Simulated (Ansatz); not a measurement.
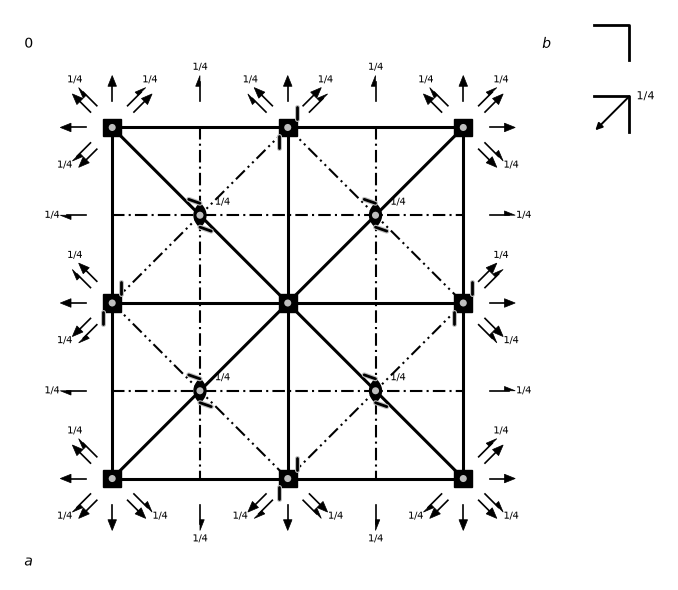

Symmetry elements of a space group, projected down c, computed from the operations of a computed or model structure of composition NbP.

Symbols follow the International Tables: origin at the upper left, the third axis towards the viewer; heavy, dashed, dotted, dash-dotted and dash-dot-dot lines are mirror, in-plane glide, out-of-plane glide, diagonal (n; with arrows d) and double (e) glide planes seen edge on; arrows at the rim are 2 (full head) and 2₁ (half head) axes in the plane; the corner sign is a plane parallel to the page; fractions are heights. Handed screw axes carry their printed symbol instead of tails.

### Identify the space group.

I4/mmm (No. 139); body-centred tetragonal, point group 4/mmm, 32 general positions a cell.

### List the elements shown.

4₂ axes along c at (0, 1/2), (1/2, 0); 4 axes along c at (0, 0), (1/2, 1/2); 2₁ axes along c at (1/4, 1/4), (1/4, 3/4), (3/4, 1/4), (3/4, 3/4); inversion centres at (0, 0), (0, 1/2), (1/4, 1/4; c height 1/4), (1/4, 3/4; c height 1/4), (1/2, 0), (1/2, 1/2), (3/4, 1/4; c height 1/4), (3/4, 3/4; c height 1/4); mirror planes holding c and [1 1 0] or [−1 1 0]; e glide planes holding c and [1 1 0] or [−1 1 0]; mirror planes normal to a, at x = 0, 1/2; n glide planes normal to a, at x = 1/4, 3/4; mirror planes normal to b, at y = 0, 1/2; n glide planes normal to b, at y = 1/4, 3/4; a mirror plane normal to c at height 0; an n glide plane normal to c at height 1/4; 2 axes along [1 1 0] at heights 0, 1/4; 2 axes along [−1 1 0] at heights 0, 1/4; 2 axes along a at height 0; 2 axes along b at height 0; 2₁ axes along [1 1 0] at heights 0, 1/4; 2₁ axes along [−1 1 0] at heights 0, 1/4; 2₁ axes along a at height 1/4; 2₁ axes along b at height 1/4. Heights repeat every half period; positions are (a, b) fractions, modulo 1.

### Write the general positions (in any order).

For each centring vector (0, 0, 0), (1/2, 1/2, 1/2):
x, y, z
−x, −y, −z
−y, x, z
y, −x, −z
−x, −y, z
x, y, −z
y, −x, z
−y, x, −z
x, −y, −z
−x, y, z
−y, −x, −z
y, x, z
−x, y, −z
x, −y, z
y, x, −z
−y, −x, z
